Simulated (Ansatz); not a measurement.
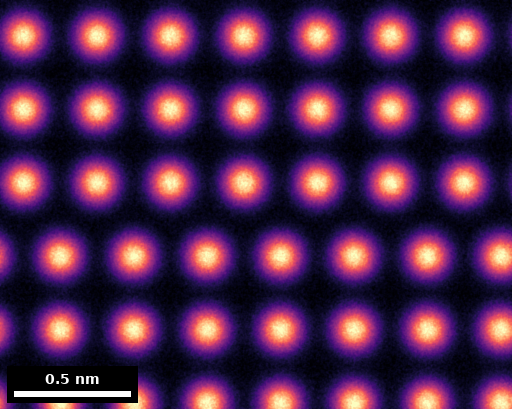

Z-contrast image of Ca (Im-3m, No. 229) along [001]. Simulated incoherent Z contrast: every atom adds Z^1.8 spread by a probe of 1.30 Å full width; channelling and multiple scattering are left out. The probe carries 15 % of its weight in a tail 2.5 times as wide. The display is stretched by a gamma of 0.8; percentages refer to the linear signal. Shot noise was added.

One planar defect was built into the perfect crystal by geometry alone, without relaxation. Host structure: the geometry given to an electronic-structure calculation, possibly off equilibrium; the starting structure was generated, so it need not be a known form of this composition.

Where does the periodic pattern break, and how?

Answer. A planar fault (a stacking fault) runs horizontally about 9 Å below the top edge. The part above it is shifted along the boundary by 1/2 of the 3.16 Å repeat of the rows (1.6 Å to the right, the same as to the left); both parts keep the same orientation.
